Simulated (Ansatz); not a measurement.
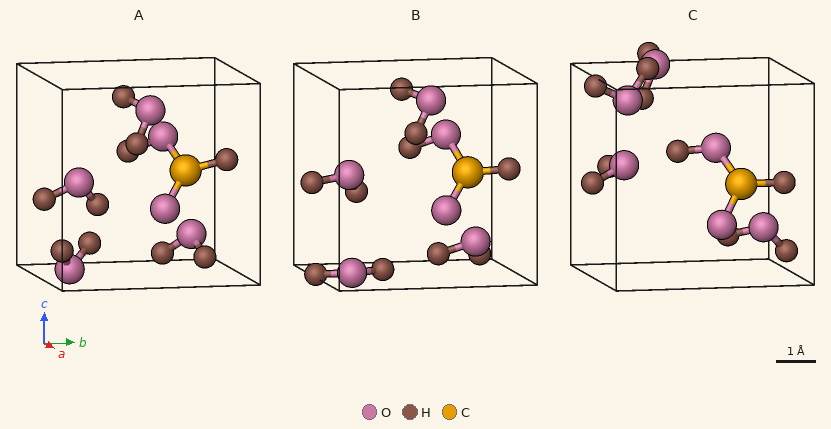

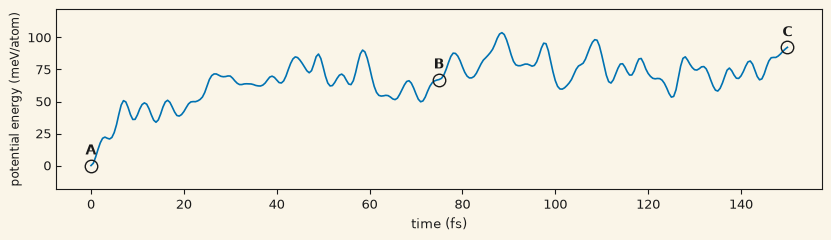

A Born-Oppenheimer molecular dynamics run of a periodic cell with 4 H2O + 1 HCOOH at 1.339 g/cm³, 150 fs long. Frames (A at 0 fs, B at 75 fs, C at 150 fs) and the history of the run. A ball-and-stick model of the simulation cell, seen slightly off an axis. Atoms that leave the cell re-enter on the other side.

Method: DFT PBE-D3(BJ), scalar-relativistic, plane waves, PAW in Ansatz 0.2.0. Run with plane-wave cutoff 420 eV; k-point mesh 1 × 1 × 1; Fermi-Dirac smearing 0.02 eV; low-accuracy preset; Langevin thermostat (NVT); set temperature 700 K; time step 0.5 fs; friction 0.02 per fs.

Q: Describe the run.

A: In the second half of the run the atoms are, in the root-mean-square, this far from where they began (common drift taken out): H 0.82 Å, O 0.49 Å, C 0.20 Å. The heavy atoms stay within a fraction of a molecule's size of their starting places, while the hydrogen atoms travel further, as molecules turn; so short a run doesn't tell a liquid from a solid. Over the second half the temperature averages 638 K (spread ±106 K). The potential energy in the second half lies on average 77.0 meV per atom above the first frame.

Limits of the set-up: the program's low-accuracy preset was used; the periodic images lie only 5.3 Å apart, so the values are limited by the cell's size.
